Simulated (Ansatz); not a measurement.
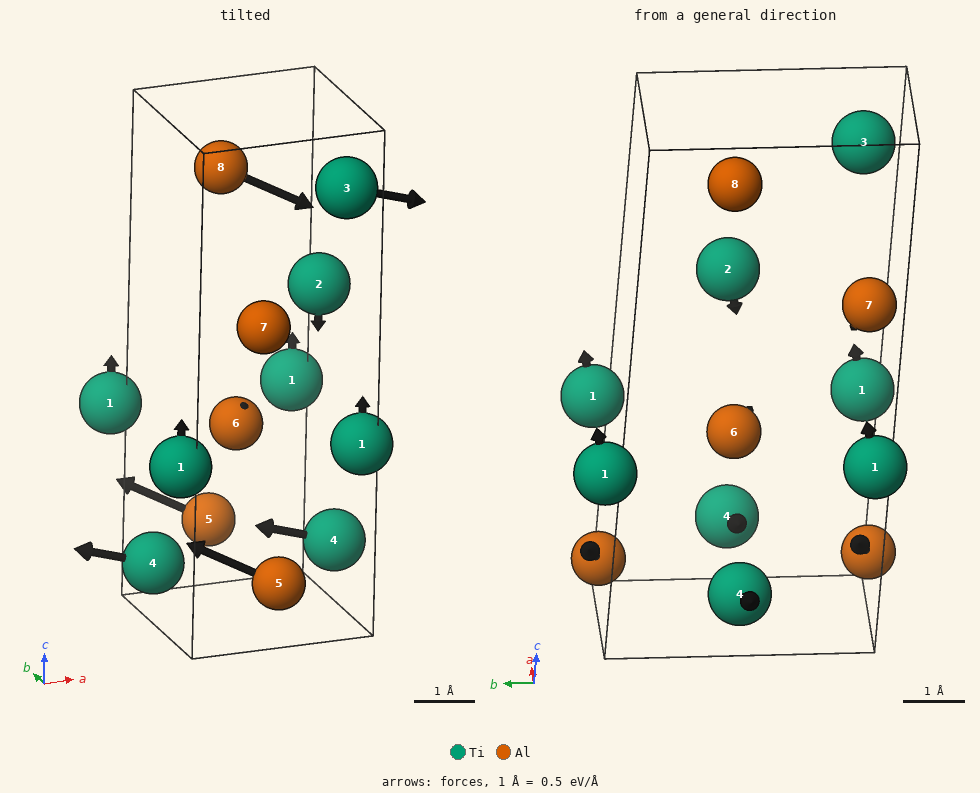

Figure: spheres-only view slightly off an axis and from a general direction. One simulation cell is framed, with atoms on its boundary repeated. The arrows are the computed forces on the atoms.

System: TiAl. Level of theory and settings: DFT PBEsol, scalar-relativistic, plane waves, PAW (Ansatz 0.2.0), 420 eV cutoff, Brillouin-zone sampling on a 19×13×7 mesh, Gaussian smearing of 0.15 eV, no spin polarisation.

> Could this be the end point of a relaxation?

No. The atoms still feel forces of up to about 0.65 eV/Å, far above a usual threshold of 0.01 to 0.03 eV/Å.

> Where does the largest force act?

Al5 and Al8, about 0.65 eV/Å.

Origin of the cell: a structure listed in the Materials Project. The cell was then strained or its atoms displaced on purpose. An electronic-structure calculation with Ansatz was run on it.
